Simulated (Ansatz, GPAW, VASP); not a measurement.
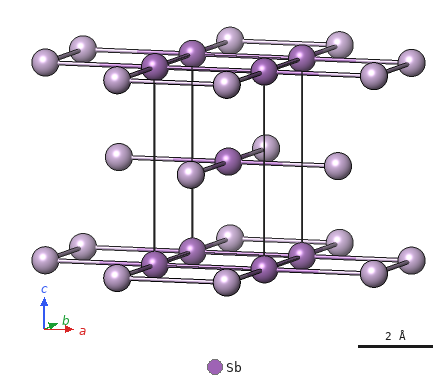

Sb, space group I4/mmm (No. 139), a = 3.153 Å, b = 3.153 Å, c = 5.424 Å, α = 90.00°, β = 90.00°, γ = 90.00° (26.96 Å³/atom). Crystal structure, ball-and-stick style, seen slightly off an axis. Atoms at the boundary of the conventional unit cell (the box) are drawn once for each face, edge or corner they touch. Atoms just outside the outline that bond to atoms inside are added, in fainter colours. The cell is a structure listed in the Materials Project. This isn't the form of Sb at room conditions, which is rhombohedral.

The cell was scaled uniformly, at fixed shape and fractional positions, in four programs or potential sets. Alike in all runs: functional PBE; k mesh 12 × 12 × 12 on the run's cell of 1 atom; occupations fermi-dirac, width 0.05 eV; no spin polarisation; no spin-orbit coupling.

Energies from Ansatz (Ansatz PAW soft_1):

| volume (Å³/atom) | E − E(lowest point) (meV/atom) |
| --- | --- |
| 25.344 | 44.59 |
| 25.883 | 25.57 |
| 26.423 | 12.18 |
| 26.962 | 3.83 |
| 27.501 | 0.00 |
| 28.040 | 0.23 |
| 28.580 | 4.09 |

> Fit a third-order Birch-Murnaghan equation of state to these points.

V0 = 27.74 Å³/atom, B0 = 59.0 GPa and B0′ = 4.6. V0 lies 2.9 % above the volume of the cell as given.

The same fit in all programs:

```tsv
program	V0 (Å³/atom)	B0 (GPa)	B0′
Ansatz (Ansatz PAW soft_1)	27.74	59.0	4.6
VASP (PBE potentials, release 64 Sb)	?	?	?
Ansatz LAPW (all-electron)	27.74	58.9	4.6
GPAW (PAW data 1.2.1)	27.61	59.2	4.6
```

> What does VASP (PBE potentials, release 64 Sb) give?

V0 = 27.68 Å³/atom, B0 = 59.6 GPa and B0′ = 4.6. The other rows span 27.61 to 27.74 Å³/atom and 58.9 to 59.2 GPa.

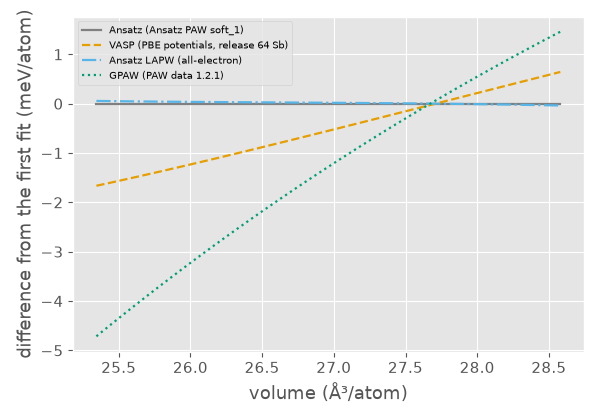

Each fitted curve, counted from its own minimum, less that of Ansatz (Ansatz PAW soft_1). With one functional throughout, the spread comes from potentials, basis sets and numerical settings; B0′ is uncertain by a few tenths over so narrow a range.

Caveat: the cell was scaled at fixed shape and fractional positions, which overstates the stiffness of a crystal with free parameters, most of all of layers and chains.
